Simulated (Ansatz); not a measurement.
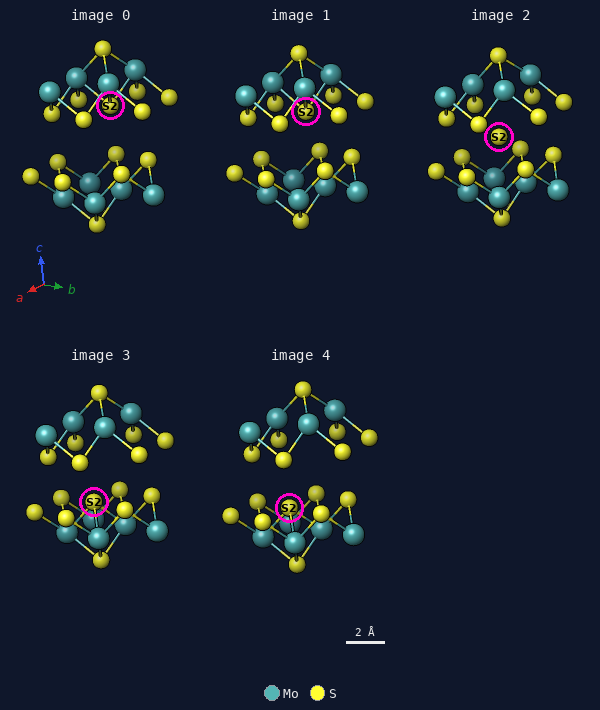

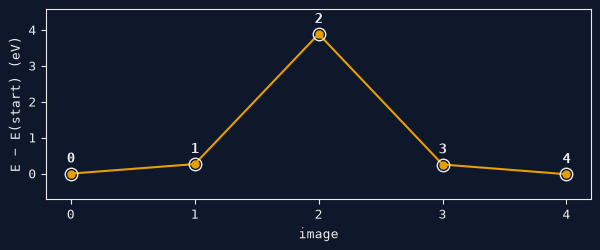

A search for the minimum-energy path of a defect cell of composition Mo8S15 with an S vacancy (23 atoms in the cell) by the nudged elastic band. Images are numbered from 0 (start) to 4 (end). A ball-and-stick model of the atoms within 4.8 Å of the middle of the path, seen slightly off an axis. The moving atom is ringed, with any periodic copies. Bonds to atoms that aren't drawn are left out.

These are results of DFT, PAW plane waves, PBEsol (Ansatz 0.2.0), not measurements. Run with plane-wave cutoff 420 eV; k-point mesh 3 × 3 × 3; cold smearing 0.15 eV; 3 movable images; climbing image; force threshold 0.1 eV/Å; iteration limit 40.

Question: What happens along the path, and what is the barrier?

Answer: The two ends have nearly the same energy, and the highest point, image 2, lies 3.89 eV above the start. It is a vacancy jump: a nearby atom moves into the empty site and leaves its own site empty. An S atom travels furthest, 3.50 Å from end to end, roughly along [3 0 −2], on a path that bends up to 0.15 Å away from the straight line. At the highest image its nearest neighbour (S) is 2.96 Å away, against 2.39 Å at the start, and the surrounding atoms stand up to 0.44 Å off the mean of their end positions. The band converged in 6 iterations. The largest component of the band force went from 1.4 to 0.06 eV/Å. The climbing image converged on the top of the path. Its curvatures weren't checked. The force threshold of 0.1 eV/Å is loose, so the barrier is approximate.

Limits of the set-up: the periodic images lie only 6.3 Å apart, so the values are limited by the cell's size.

The run took 7.8 min on 4 threads of Intel(R) Xeon(R) 6975P-C (Granite Rapids), on a shared host, peak memory 3.2 GiB.
